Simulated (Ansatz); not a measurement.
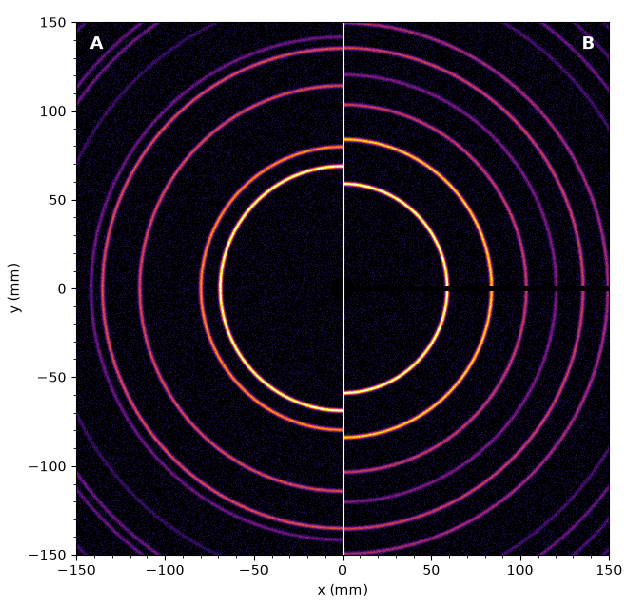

Simulated X-ray powder rings on a flat area detector normal to the beam: λ = 0.3100 Å, sample-to-detector distance 440 mm, axes in mm from the beam centre, for a fine-grained powder without texture. Kinematic intensities with B = 0.5 Å² for all atoms, without absorption; brightness goes as intensity to the power 0.5, clipped at the top, with counting noise. Reflections closer than the ring width show as one ring. The left and right halves show two different samples, each scaled to its strongest ring.

Structure 1:
```
Ni
1.0
     2.32911    0.00000    0.00000
     0.00000    2.32911    0.00000
     0.00000    0.00000    2.32911
Ni
1
Cartesian
  0.0000 0.0000 0.0000
```

Structure 2:
```
CELL_PARAMETERS angstrom
3.46260 0.00000 0.00000
0.00000 3.46260 0.00000
0.00000 0.00000 3.46260
ATOMIC_POSITIONS crystal
Ni 0.00000 0.00000 0.00000
Ni 0.00000 0.50000 0.50000
Ni 0.50000 0.00000 0.50000
Ni 0.50000 0.50000 0.00000
```

Origins: 1, the end point of a relaxation with DFT PBE, scalar-relativistic, plane waves, PAW in Ansatz; the starting structure was generated, so it need not be a known form of this composition; 2, the geometry relaxed with Ansatz 0.2.0, DFT PBEsol, scalar-relativistic, plane waves, PAW; the starting structure was generated, so it need not be a known form of this composition.

Which structure gives which half?

Half A is structure 2 (Ni): 111 at 68.9 mm (d = 1.999 Å), 200 at 79.7 mm (d = 1.731 Å), 220 at 114.2 mm (d = 1.224 Å), 311 at 135.2 mm (d = 1.044 Å).
Half B is structure 1 (Ni): 100 at 59.0 mm (d = 2.33 Å), 110 at 83.9 mm (d = 1.647 Å), 111 at 103.5 mm (d = 1.345 Å), 200 at 120.3 mm (d = 1.165 Å).
